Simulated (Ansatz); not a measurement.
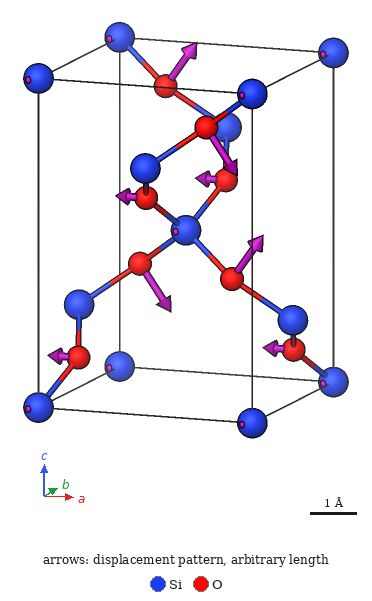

The lowest optical mode of a crystal of SiO2, space group I-42d (No. 122), at the zone centre. The purple arrows are the displacements of the atoms (eigenvector over the root of the mass), of arbitrary overall length and sign. A ball-and-stick model of the conventional cell (2 times the calculation's cell), seen slightly off an axis. Lengths and directions refer to the drawn axes.

Computed with DFT PBE, scalar-relativistic, plane waves, PAW (Ansatz 0.2.0).

Input
```yaml
crystal:
  lattice:
    - [-2.5148829811, 2.5148829811, 3.6880260206]
    - [2.5148829811, -2.5148829811, 3.6880260206]
    - [2.5148829811, 2.5148829811, -3.6880260206]
  atoms:
    - { symbol: Si, position: [0.0, 0.0, 0.0] }
    - { symbol: Si, position: [0.75, 0.25, 0.5] }
    - { symbol: O, position: [0.9666511996, 0.625, 0.8416511996] }
    - { symbol: O, position: [0.375, 0.2166511996, 0.3416511996] }
    - { symbol: O, position: [0.7833488004, 0.125, 0.1583488004] }
    - { symbol: O, position: [0.875, 0.0333488004, 0.6583488004] }
basis:
  ecutwfc: 420
kpoints:
  mp_grid: { grid: [6, 6, 6] }
hamiltonian:
  xc: pbe
scf:
  occupations: { method: fixed }
output:
  eigenvalues: true
phonons:
  method: dfpt
  dielectric: true
  rigid_motions: translations
  eigenvectors: true
```

Run as
```bash
ansatz run input.yaml --threads 2 --pin off --max-ram 7168MiB --backend cpu --events-out ev --progress --plain --runs-dir out
```

Frequencies are those without the non-analytic (LO–TO) term.

### Is the structure stable against all modes at this point?

Yes: this softest mode has a real frequency, and so have all others here. That speaks for this wave vector alone: the rest of the zone wasn't checked in this run. This is the E mode (doubly degenerate; one member of the set is drawn) at 128 cm⁻¹, the lowest optical level, infrared- and Raman-active by symmetry. It mainly bends the O–Si bonds; the kinetic energy is shared as O 99 %, Si 1 %. Its infrared intensity is 0.13 (D/Å)²/amu for the set.
